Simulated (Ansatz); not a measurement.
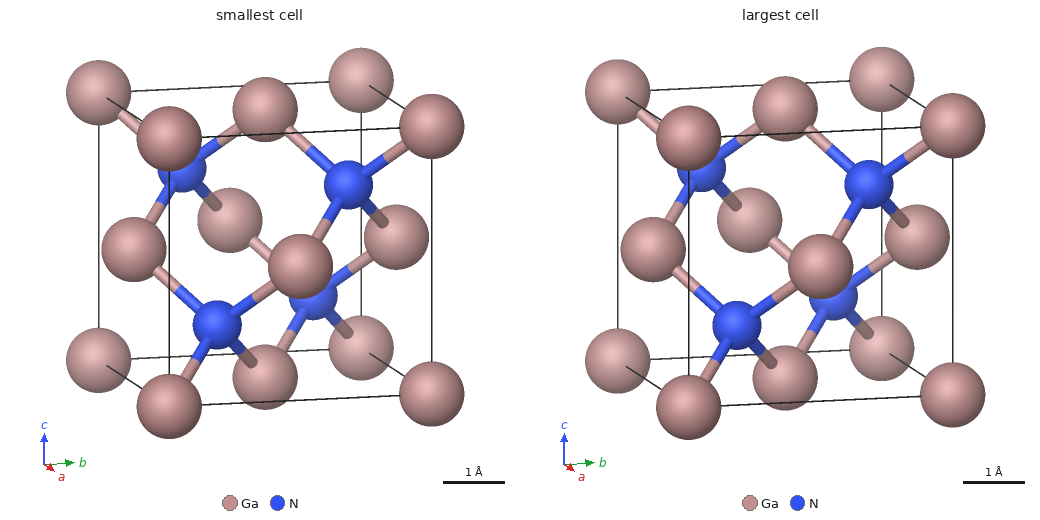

GaN, zinc blende type, space group F-43m (No. 216), relaxed (cell and atoms, zero pressure) with four choices of dispersion term on top of PBEsol; the smallest and the largest of the relaxed conventional cells are drawn to one scale (sticks follow a distance rule). The start was a structure listed in the Materials Project.

Alike in all runs: Ansatz 0.2.0; functional PBEsol; potentials Ansatz PAW; cutoff 420 eV; k mesh 10 × 10 × 10 on the run's cell of 2 atoms; occupations fermi-dirac, width 0.05 eV; no spin polarisation; no spin-orbit coupling.

```tsv
level	volume (Å³/atom)	a (Å)	gap (eV)
none	11.38	4.498	1.70
D3(BJ)	11.19	4.473	1.81
D4	11.18	4.473	1.81
D3(BJ)-ATM	?	?	?
```

Fill in the row of D3(BJ)-ATM.

Answer. Volume 11.22 Å³/atom; a 4.477 Å; gap 1.79 eV. That is between D3(BJ) and none in volume.

Order the levels by the relaxed volume, smallest first.

Answer. D4 (11.18 Å³/atom), D3(BJ) (11.19 Å³/atom), D3(BJ)-ATM (11.22 Å³/atom), none (11.38 Å³/atom). Rows within a few tenths of a per cent can't be told apart.

Gaps are the least found on the k-mesh, which can miss the band edges.

Caveat: the plane-wave basis is chosen anew once the cell has moved, so the energies of steps on either side of that aren't comparable; semilocal functionals give gaps below the measured ones.
